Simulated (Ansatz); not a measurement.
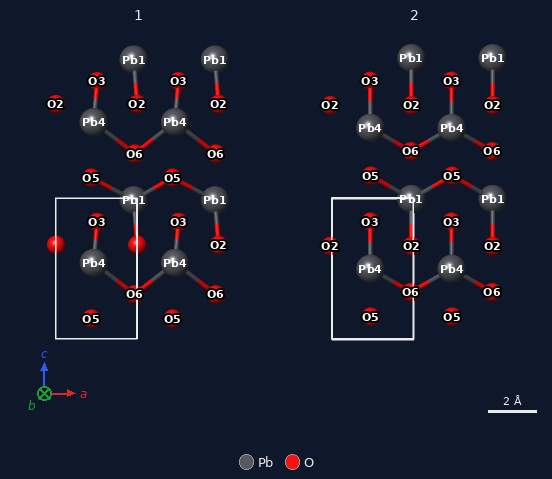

Two geometries of a crystal of PbO₂ (built on the CdI2 type) (coarse preliminary run), drawn at one scale. One is the start of a relaxation, the other its converged end. A ball-and-stick model of the cell of the calculation, reduced to other axes, repeated 2 × 1 × 2 with one cell outlined, seen along the b axis. Lengths and directions refer to the drawn axes.

These are results of Ansatz 0.2.0, DFT PBE, scalar-relativistic, plane waves, PAW, not measurements. Set-up: plane-wave cutoff 420 eV; k-point mesh 8 × 8 × 5; occupations gaussian; smearing width 0.05 eV; no spin polarisation; cell and atoms relaxed; force threshold 0.02 eV/Å; at most 80 steps.

### Which of the two is the end point?

Structure 2 is the relaxed one. Case: atoms moved at random (sigma 0.1 Å), then relaxed. Pb4 moves most relative to the cell: 0.26 Å along [1 −1 −3]. Largest moves by element: Pb 0.26 Å, O 0.17 Å. The drawn cell changes as follows: a 3.416 → 3.417 Å (0.0 %), b 5.318 → 5.314 Å (−0.1 %), c 5.916 → 5.921 Å (+0.1 %), α 90.0° → 90.6°, γ 90.0° → 89.7°; the volume changes by +0.1 %. Some distances before and after: Pb4–O5 2.600 → 2.241 Å, O3–Pb4 1.945 → 2.241 Å, Pb1–O3 2.044 → 2.240 Å, Pb4–O6 2.429 → 2.240 Å. Bond angles that change, for instance: O2–Pb4–O6 166.4° → 180.0°, O2–Pb4–O6 168.1° → 180.0°, Pb1–O2–Pb4 89.3° → 99.4°. The space group (tolerance 0.01 Å) goes from P1 (No. 1) to P-1 (No. 2). Over 4 accepted moves (5 points after the start) the energy falls by 245 meV per atom. Largest force component: 7.7 eV/Å at the start, 0.0065 eV/Å at the end. Pressure: 6.07 GPa at the start and −0.11 GPa at the end. At 1 point the geometry stayed and the basis and grid were re-selected for the new cell (energy shift of less than 0.05 meV per atom at most each time). The run took 3.2 min on 2 threads of Arm Neoverse V2, with other jobs on the host, peak memory 0.68 GiB.

Limits of the set-up: layers or molecules are held without a dispersion correction, so their spacing is unreliable.
